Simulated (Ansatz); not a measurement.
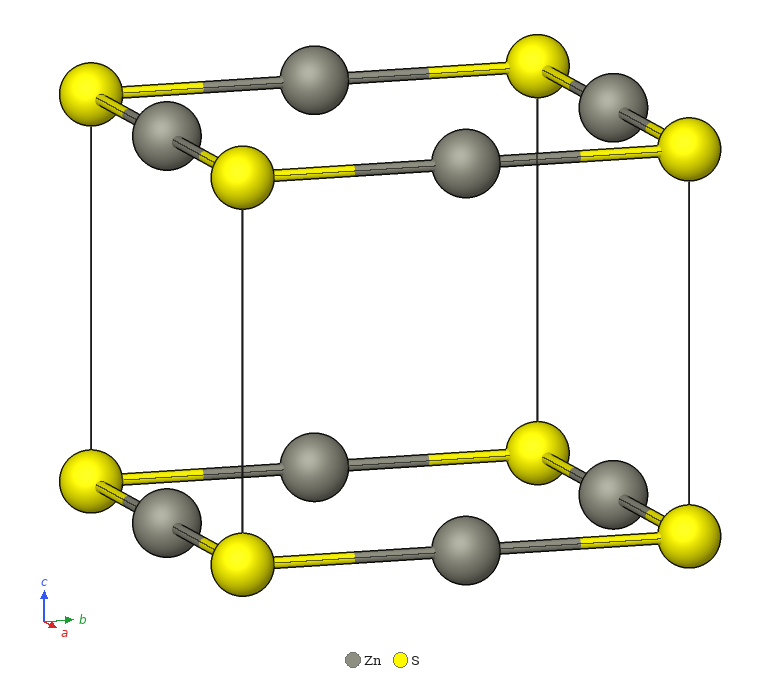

The image is a ball-and-stick drawing of a crystal, viewed slightly off an axis. The frame is the conventional unit cell; atoms at its boundary are shown with their periodic copies. Cell: a = 4.79 Å, b = 4.79 Å, c = 4.00 Å, α = 90.00°, β = 90.00°, γ = 90.00°.

The initial geometry was a random cell made by a generator, so it need not be a real form of the compound. Earlier steps of the study, as a rule a relaxation of our own, may have changed the cell and positions, so they can lie some per cent off the listed ones. It was run through Ansatz as a DFT input.

What structure is drawn here?

Answer. It has the composition Zn₂S. The symmetry is that of P4/mmm (No. 123), on a primitive tetragonal lattice. The cell has 3 atoms, namely 2 Zn, 1 S. Zn is linked to two S in a linear arrangement at about 2.4 Å. Around each S lie four Zn in a square planar arrangement at about 2.4 Å. The bonds build Zn2S layers parallel to (001).

The numbers come from DFT PBE, scalar-relativistic, plane waves, PAW in Ansatz, using an energy cutoff of 420 eV, a 10×10×12 sampling of the Brillouin zone, Gaussian smearing of 0.1 eV, no spin polarisation.

How large a gap does the method give, if there is one?

Answer. A metal: bands cross the Fermi level.

List the Bader charges.

Answer. Zn +0.39 e; S -0.78 e.

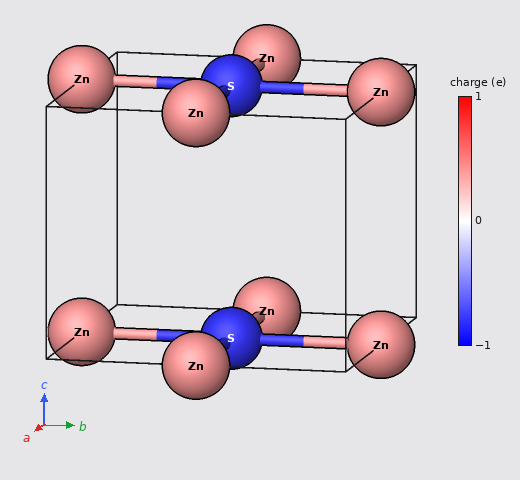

The atoms coloured by those charges. The run's cell of 3 atoms is drawn, so axes and origin can differ from the first picture.

Is this an equilibrium geometry for the method given?

Answer. Yes. All forces vanish to within 0.01 eV/Å. The pressure is 0.0 GPa, close to zero.
